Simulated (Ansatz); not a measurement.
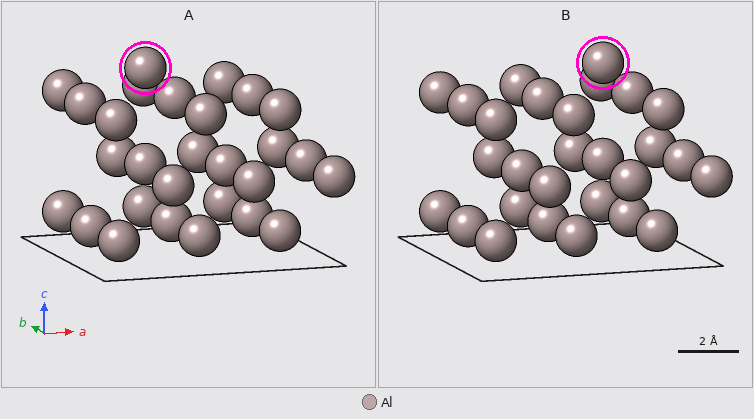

The two relaxed end points of a path for Al on Al(100) (28 atoms in the cell). The picture is a spheres-only view of the simulation cell, with the vacuum cut short (origin moved), seen slightly off an axis. The moving atom is ringed, with any periodic copies.

Level of theory: Ansatz 0.2.0, DFT PBE, scalar-relativistic, plane waves, PAW.

Settings: plane-wave cutoff 420 eV; k-point mesh 2 × 2 × 1; Gaussian smearing 0.1 eV; 9 atoms held fixed; 5 movable images; climbing image; force threshold 0.05 eV/Å; iteration limit 80; spring constant 2.0 eV/Å²; starting path by image-dependent pair potential.

Start:
```
Al
1.0
     8.59135    0.00000    0.00000
     0.00000    8.59135    0.00000
     0.00000    0.00000   17.05000
Al
28
Cartesian
  0.0000 0.0000 1.0000
  2.8638 0.0000 1.0000
  5.7276 0.0000 1.0000
  0.0000 2.8638 1.0000
  2.8638 2.8638 1.0000
  5.7276 2.8638 1.0000
  0.0000 5.7276 1.0000
  2.8638 5.7276 1.0000
  5.7276 5.7276 1.0000
  1.4416 1.4321 3.0607
  4.2869 1.4324 3.0595
  7.1633 1.4329 3.2860
  1.4428 4.3052 3.0185
  4.2881 4.3051 3.0194
  7.1607 4.3050 3.0604
  1.4427 7.1509 3.0189
  4.2880 7.1507 3.0195
  7.1610 7.1504 3.0600
  0.1675 8.4289 5.1708
  2.8704 0.0046 5.1332
  5.5744 8.4356 5.1624
  0.1692 3.0301 5.1731
  2.8703 2.8535 5.1330
  5.5726 3.0234 5.1646
  8.5740 5.7293 5.1333
  2.8582 5.7260 5.0637
  5.7235 5.7294 5.1340
  7.1676 1.4342 6.5722
```

End:
```
Al
1.0
     8.59135    0.00000    0.00000
     0.00000    8.59135    0.00000
     0.00000    0.00000   17.05000
Al
28
Direct
  0.00000 0.00000 0.05865
  0.33333 0.00000 0.05865
  0.66667 0.00000 0.05865
  0.00000 0.33333 0.05865
  0.33333 0.33333 0.05865
  0.66667 0.33333 0.05865
  0.00000 0.66667 0.05865
  0.33333 0.66667 0.05865
  0.66667 0.66667 0.05865
  0.16712 0.16678 0.19273
  0.50114 0.16669 0.17951
  0.83231 0.16673 0.17944
  0.16681 0.50109 0.17949
  0.50127 0.50111 0.17704
  0.83245 0.50110 0.17709
  0.16685 0.83228 0.17947
  0.50126 0.83233 0.17706
  0.83244 0.83232 0.17709
  0.98217 0.98187 0.30278
  0.35282 0.98109 0.30328
  0.66744 0.00054 0.30107
  0.98196 0.35192 0.30291
  0.35303 0.35269 0.30341
  0.66743 0.33214 0.30106
  0.99953 0.66688 0.30112
  0.33131 0.66687 0.30108
  0.66601 0.66648 0.29699
  0.16762 0.16693 0.38547
```

Question: Predict the minimum-energy path and its barrier.

Answer: The two ends have the same energy, and the highest point, image 3, lies 0.89 eV above the start. The adsorbate starts on a bridge site and hops by a lattice vector of the surface; other mechanisms, such as exchange with a surface atom, weren't searched. An Al atom travels furthest, 2.86 Å from end to end, on a path that bends up to 0.69 Å away from the straight line. At the highest image its nearest neighbour (Al) is 2.68 Å away, against 2.65 Å at the start, and the surrounding atoms stand up to 0.14 Å off the mean of their end positions. The band is converged.

Energies of the converged images:

| image | path (Å) | E (eV) |
| --- | --- | --- |
| 0 | 0.00 | 0.000 |
| 1 | 0.60 | 0.173 |
| 2 | 1.20 | 0.635 |
| 3 | 1.80 | 0.886 |
| 4 | 2.41 | 0.628 |
| 5 | 3.02 | 0.162 |
| 6 | 3.63 | 0.000 |

The geometry at the top of the path:

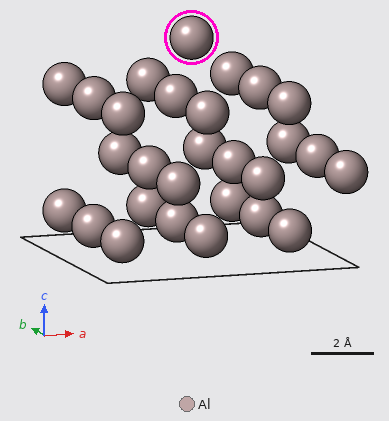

The run took 5.6 min on 2 threads of Intel(R) Xeon(R) 6975P-C (Granite Rapids), with other jobs on the host, peak memory 2.8 GiB.

PAW datasets: the set soft_1.
